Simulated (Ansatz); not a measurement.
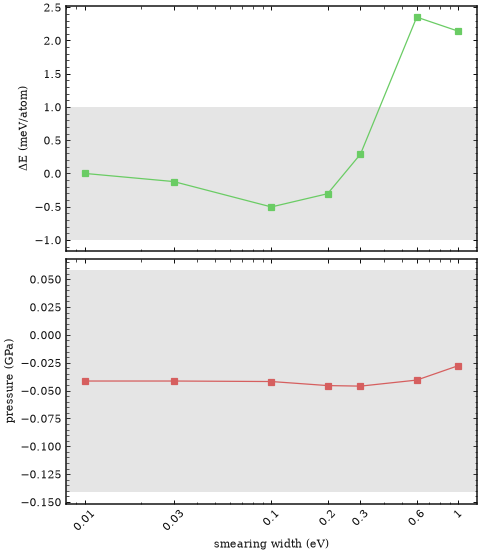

Convergence test: the smearing width is varied and all else is held.
Na (Im-3m, 1 atom in the cell); DFT, LDA (PW92), plane waves (420 eV) with PAW, scalar-relativistic (Ansatz 0.2.0); 11×11×11 k-mesh, Methfessel–Paxton smearing.
ΔE is the free energy less its value at the smallest setting, 0.01 eV.
Dashed lines or grey bands mark the tolerance: 1 meV/atom and 0.1 GPa.

Question: From which setting is the free energy converged to 1 meV/atom?

Answer: The free energy is within 1 meV/atom of the smallest setting's value from 0.3 eV down. It is off by +2.1 meV/atom at 1 eV and +2.4 meV/atom at 0.6 eV.

Question: And the pressure, to 0.1 GPa?

Answer: The pressure is within 0.1 GPa of the smallest setting's value at every setting shown, 1 eV included. The largest deviation is 0.01 GPa.
